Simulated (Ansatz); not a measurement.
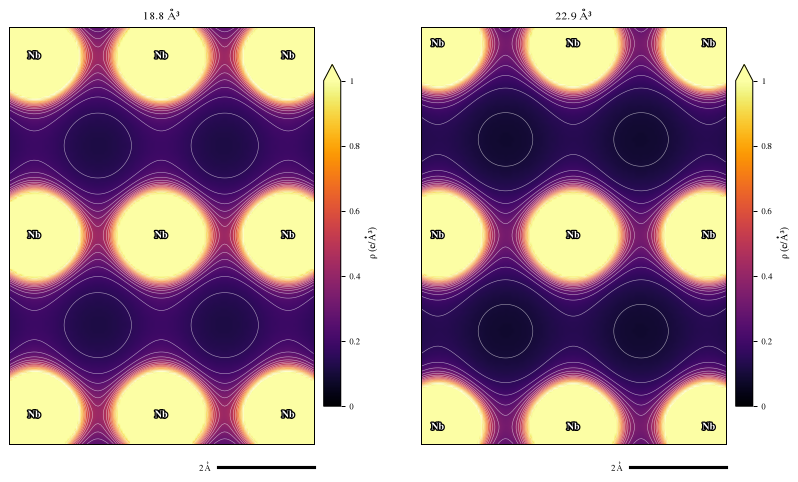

Nb. The valence charge density (pseudo) of cells scaled evenly to different volumes (given per atom above each panel), on the (110) plane of each (indices in the axes of the cell below), at one length scale and on one colour scale.

A generated structure, not necessarily the stable one; computed without spin polarisation.

Method: DFT, revPBE, plane waves (420 eV) with PAW, scalar-relativistic (Ansatz 0.2.0).

The largest cell:

```
Nb
1.0
     2.83794    0.00000    0.00000
     0.00000    2.83794    0.00000
     0.00000    0.00000    2.83794
Nb
1
Direct
  0.00000 0.00000 0.00000
```

| volume (Å³/atom) | Nb–Nb contact in the plane (Å) | ρ at its midpoint (e/Å³) | pressure (GPa) | 
| --- | --- | --- | --- |
| 18.77 | 2.658 | 0.421 | 11.9 | 
| 21.22 | 2.769 | ? | ? | 
| 22.86 | 2.838 | 0.324 | −11.6 | 

Estimate the missing row, and compare with the calculation.

Over the known rows ln ρ falls by 1.45 per Å of Nb–Nb distance (the line through the two), which gives 0.358 e/Å³ at 2.769 Å; the calculation gives 0.357 e/Å³. For the pressure, a straight line in volume between the neighbouring rows gives −2.2 GPa; the calculation gives −4.9, lower because pressure rises ever faster on compression.
